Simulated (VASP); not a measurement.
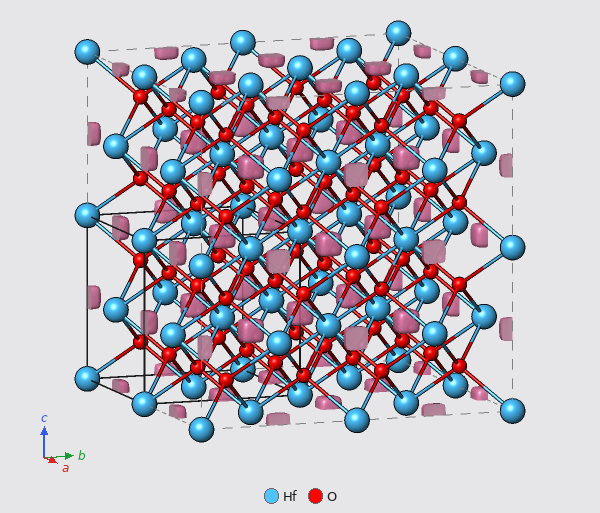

Bond-valence mismatch map for Li+ in HfO2 (Fm-3m, No. 225): the pink surface encloses the points where |V − 1| < 0.4 v.u. (2×2×2 cells, view slightly off an axis). Pale faces close the region where the drawn box cuts it.

At each point the valence sum V of a Li+ ion is computed from the anions within 5 Å (s = exp((R0 − d)/b), R0 fitted to published crystal structures with b = 0.37 Å; R0: Li+–O 1.449 Å). Points too close to the other cations are excluded (2.2 Å from Hf). Li+ is a guest here, not part of the formula. This is an empirical screen for pathways, not an energy calculation.

Source of the atomic positions: an entry of the Crystallography Open Database, as set up for an electronic-structure calculation.

```xyz
12
Lattice="5.1150 0.0000 0.0000 0.0000 5.1150 0.0000 0.0000 0.0000 5.1150" Properties=species:S:1:pos:R:3 pbc="T T T"
Hf    0.0000    0.0000    0.0000
O     1.2788    1.2788    3.8363
O     1.2788    3.8363    3.8363
Hf    0.0000    2.5575    2.5575
O     1.2788    3.8363    1.2788
O     1.2788    1.2788    1.2788
Hf    2.5575    0.0000    2.5575
O     3.8363    1.2788    1.2788
O     3.8363    3.8363    1.2788
Hf    2.5575    2.5575    0.0000
O     3.8363    3.8363    3.8363
O     3.8363    1.2788    3.8363
```

How are the low-mismatch regions connected?

No path at this level: the regions are isolated pockets that do not connect across cells.

At which mismatch do paths open?

No path opens below 0.7 v.u. These are grid estimates, good to about 0.1 v.u.
